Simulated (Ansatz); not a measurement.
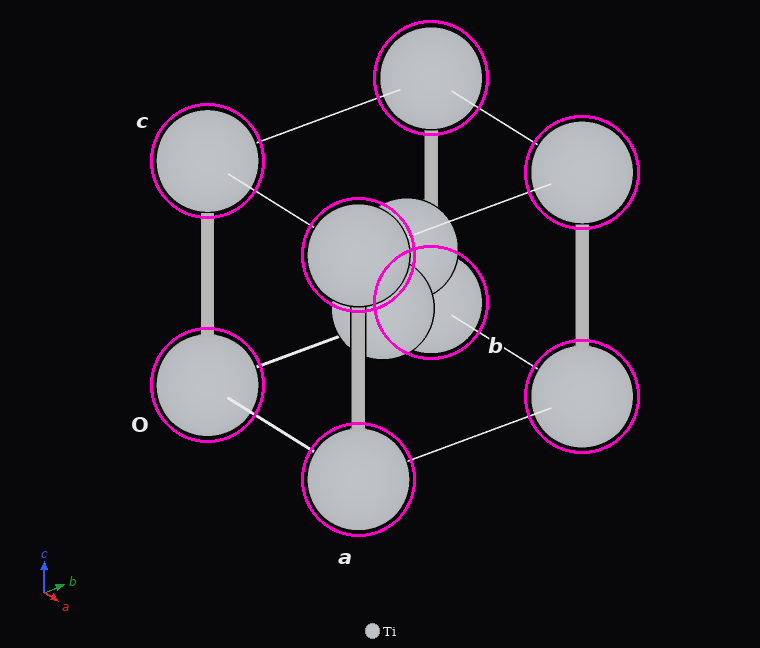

For Ti, the input geometry of an electronic-structure calculation (not necessarily at equilibrium); the starting structure was generated, so it need not be a known form of this composition: one unit cell; the ringed atoms, with their copies on corners, edges and faces, form one crystallographic orbit. Symmetry computed with spglib at a tolerance of 0.002 Å; standard conventional cell.

a = 4.581 Å, b = 4.581 Å, c = 2.832 Å, α = 90.00°, β = 90.00°, γ = 120.00°; space group P6/mmm, No. 191.

**Which Wyckoff position do the ringed atoms fill?**

Ti on 1a, site symmetry 6/mmm: 24 operations a cell over 24 that keep the site give 1 atom, with 0 free parameters.

**List their coordinates.**

(0, 0, 0).
